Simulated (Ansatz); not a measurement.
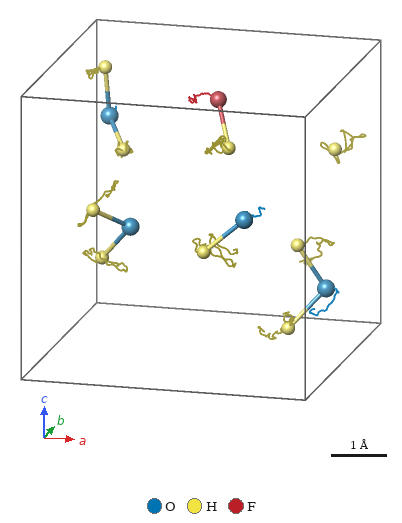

A Born-Oppenheimer molecular dynamics run of a periodic cell with 4 H2O + 1 HF at 0.993 g/cm³, 150 fs long. Lines trace each atom's path, in the colour of its element; spheres stand at the starting positions. Seen slightly off an axis in the simulation cell.

Level of theory: DFT PBE, scalar-relativistic, plane waves, PAW in Ansatz. Set-up: plane-wave cutoff 420 eV; k-point mesh 1 × 1 × 1; Fermi-Dirac smearing 0.05 eV; low-accuracy preset; Langevin thermostat (NVT); set temperature 350 K; time step 0.5 fs; friction 0.02 per fs.

Question: What do the traces tell about the motion?

Answer: Root-mean-square distances from the starting positions over the second half, with the common drift of all atoms taken out: F 0.57 Å, H 0.43 Å, O 0.30 Å. The heavy atoms stay within a fraction of a molecule's size of their starting places; so short a run doesn't tell a liquid from a solid.

Limits of the set-up: the program's low-accuracy preset was used; the periodic images lie only 5.4 Å apart, so the values are limited by the cell's size.
